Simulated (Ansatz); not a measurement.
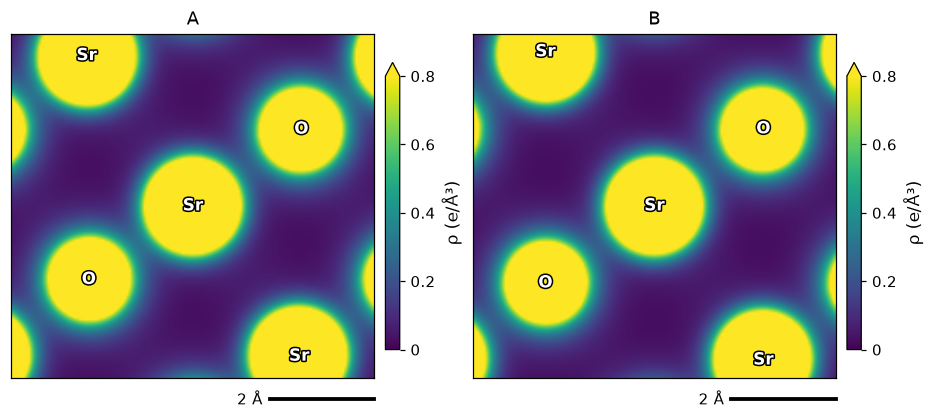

SrO. The valence electron density of two cells that differ in size, on the (11̄0) plane of each (indices in the axes of the calculation cell), at one length scale and on one colour scale: B has 16.6 Å³ an atom and A 15.4.

Level of theory: Ansatz, DFT LDA, scalar-relativistic, plane waves, PAW.

The larger cell:

```cif
data_structure
_symmetry_space_group_name_H-M 'P 1'
_symmetry_Int_Tables_number 1
_cell_length_a 3.6108
_cell_length_b 3.6108
_cell_length_c 6.2540
_cell_angle_alpha 73.221
_cell_angle_beta 73.221
_cell_angle_gamma 60.000
_cell_volume 66.58
loop_
_atom_site_label
_atom_site_type_symbol
_atom_site_fract_x
_atom_site_fract_y
_atom_site_fract_z
_atom_site_occupancy
Sr1 Sr 0.00000 0.00000 0.00000 1
Sr2 Sr 0.50000 0.50000 0.50000 1
O1 O 0.75000 0.75000 0.75000 1
O2 O 0.25000 0.25000 0.25000 1
```

The smaller cell: a = 3.521 Å, b = 3.521 Å, c = 6.099 Å, α = 73.22°, β = 73.22°, γ = 60.00°.

What changes from the larger cell to the smaller?

From the larger cell to the smaller, Sr–O goes from 2.55 to 2.44 Å, and the density at its midpoint from 0.25 to 0.32 e/Å³; the pressure goes from −2.5 to 6 GPa.
